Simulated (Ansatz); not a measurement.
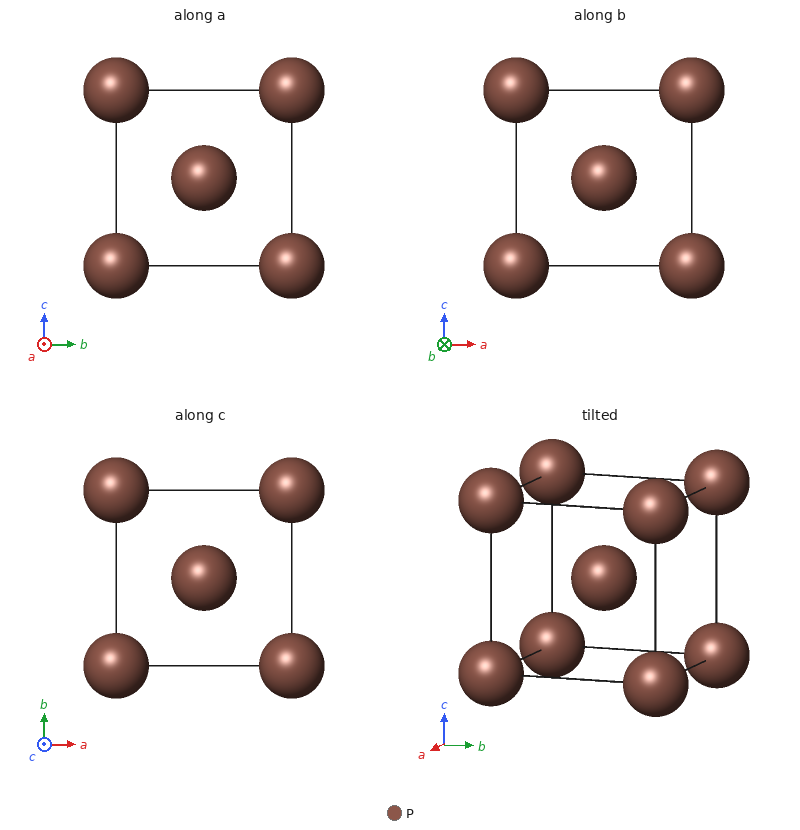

Spheres-only representation of a periodic structure, projected along the a axis, along the b axis, along the c axis and slightly off an axis. Thin lines show the conventional unit cell, with boundary atoms drawn in all their periodic places.

Lattice parameters: a = 3.0528 Å, b = 3.0528 Å, c = 3.0528 Å, α = 90.000°, β = 90.000°, γ = 90.000°.

**Give the structure in the form of a CIF in P1 with every atom of the cell.**

```cif
data_structure
_symmetry_space_group_name_H-M 'P 1'
_symmetry_Int_Tables_number 1
_cell_length_a 3.0528
_cell_length_b 3.0528
_cell_length_c 3.0528
_cell_angle_alpha 90.000
_cell_angle_beta 90.000
_cell_angle_gamma 90.000
_cell_volume 28.45
loop_
_atom_site_label
_atom_site_type_symbol
_atom_site_fract_x
_atom_site_fract_y
_atom_site_fract_z
_atom_site_occupancy
P1 P 0.0000 0.0000 0.0000 1
P2 P 0.5000 0.5000 0.5000 1
```

The structure comes from a structure type filled with this element by a generator (whether the element takes this form wasn't checked). Earlier steps of the study may have refined or changed the cell and positions. A calculation with Ansatz used it as input.
